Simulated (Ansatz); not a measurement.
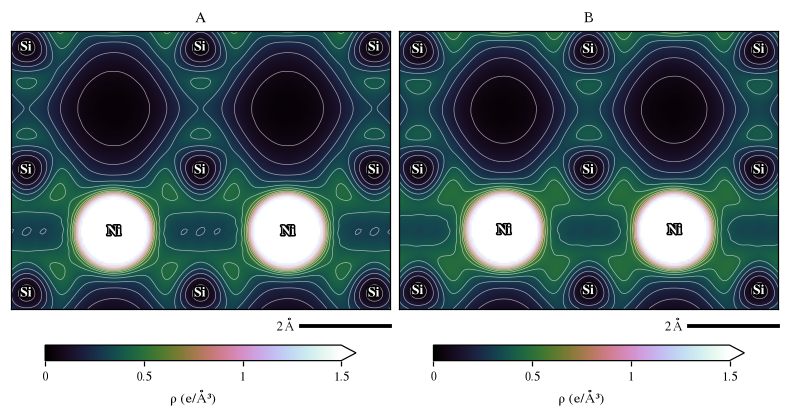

Si2Ni. The valence charge density (pseudo) of two cells that differ in size, on the (11̄0) plane of each (indices in the axes of the calculation cell), at one length scale and on one colour scale; one has 13.1 and the other 13.8 Å³ an atom.

These are results of DFT PBEsol, scalar-relativistic, plane waves, PAW in Ansatz, not measurements.

The larger cell:

```cif
data_structure
_symmetry_space_group_name_H-M 'P 1'
_symmetry_Int_Tables_number 1
_cell_length_a 3.8870
_cell_length_b 3.8870
_cell_length_c 3.8870
_cell_angle_alpha 60.000
_cell_angle_beta 60.000
_cell_angle_gamma 60.000
_cell_volume 41.53
loop_
_atom_site_label
_atom_site_type_symbol
_atom_site_fract_x
_atom_site_fract_y
_atom_site_fract_z
_atom_site_occupancy
Si1 Si 0.25000 0.25000 0.25000 1
Si2 Si 0.75000 0.75000 0.75000 1
Ni1 Ni 0.00000 0.00000 0.00000 1
```

The smaller cell: a = 3.812 Å, b = 3.812 Å, c = 3.812 Å, α = 60.00°, β = 60.00°, γ = 60.00°.

> Which panel shows the smaller cell, and what does the compression change?

Panel B is the smaller cell, by 6 % in volume. From the larger cell to the smaller, Si–Ni goes from 2.38 to 2.33 Å, and the density at its midpoint from 0.45 to 0.48 e/Å³; the pressure goes from −8 to 0.0 GPa.
